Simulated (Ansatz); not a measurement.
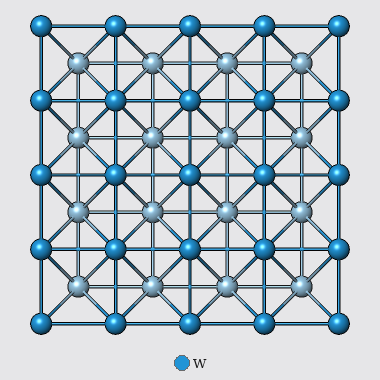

The system is Si on a W(100) slab cut from the Fm-3m phase, its upper half relaxed before the scan (12 atoms of substrate and one adsorbate in a 2 × 2 cell); the picture shows it without the atoms that are moved over the map. 
- Si is moved over the surface cell at a fixed height above a rigid substrate; the origin of the map has the adsorbate above W9; the height is held at 2.20 Å.
- Places are given modulo a cell vector. The map is drawn in real space over the plane of the surface.
- The grid has 6 × 6 points; 10 points were computed and 26 follow by symmetry.
- Places are given in fractions of the 1 × 1 surface cell.
- Energies: eV, counted from the lowest grid point.
- The runs have no spin polarisation, so an open-shell adsorbate far from the surface lies too high. At a fixed height the lowest place need not be the adsorption site.
- Method: Ansatz, DFT PBE+D3(BJ), scalar-relativistic, plane waves, PAW. Settings: cutoff 420 eV, k-mesh 5×5×1, gaussian smearing 0.1 eV, no spin polarisation.

Range: position of Si13 along the first surface vector from 0.000 to 0.833; position of Si13 along the second surface vector from 0.000 to 0.833.

Predict the map.

The lowest grid point is at a fourfold hollow over a second-layer W atom, (3/6, 3/6) of the cell vectors. No other kind of well shows on this grid. The highest grid point, the top site over a surface W atom, (0/6, 0/6) of the cell vectors, lies 1.06 eV above the lowest. On the interpolated surface the easiest way out of the lowest well to its copy in the next cell or period passes a barrier of about 0.24 eV. At the lowest point the adsorbate has 4 W at 2.98 Å as nearest neighbours, at the highest 1 W at 2.20 Å.

```tsv
second ↓, first →	0/6	1/6	2/6	3/6	4/6	5/6
5/6	0.85	0.69	0.36	0.19	0.36	0.69
4/6	0.45	0.36	0.18	0.08	0.18	0.36
3/6	0.24	0.19	0.08	0.00	0.08	0.19
2/6	0.45	0.36	0.18	0.08	0.18	0.36
1/6	0.85	0.69	0.36	0.19	0.36	0.69
0/6	1.06	0.85	0.45	0.24	0.45	0.85
```

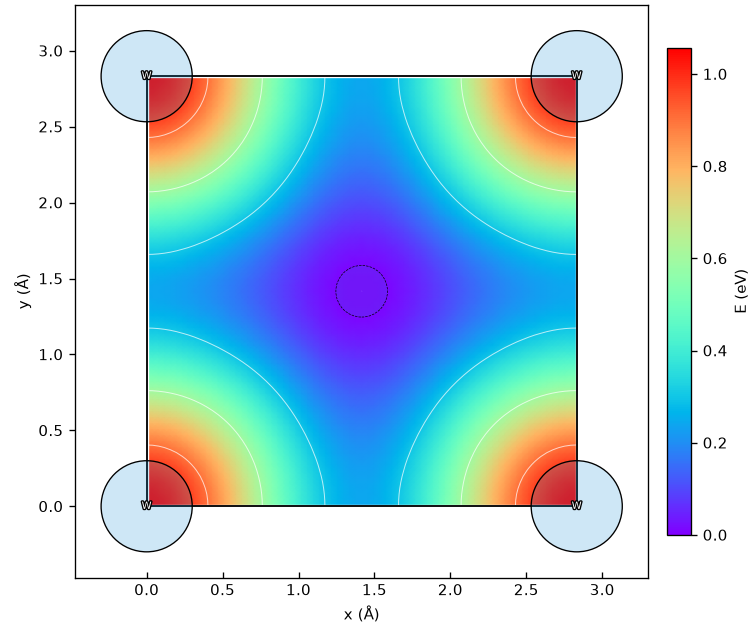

The picture shows a smooth colour map with a few white contour lines, labelled circles for the atoms of the top layer and small ones for the second layer, the outline of one cell of the plane. Between grid points the surface is interpolated.

Time for the 10 points that were run: 11 min on 2 threads of Arm Neoverse N1, with other jobs on the host.

PAW datasets: the set soft_1.
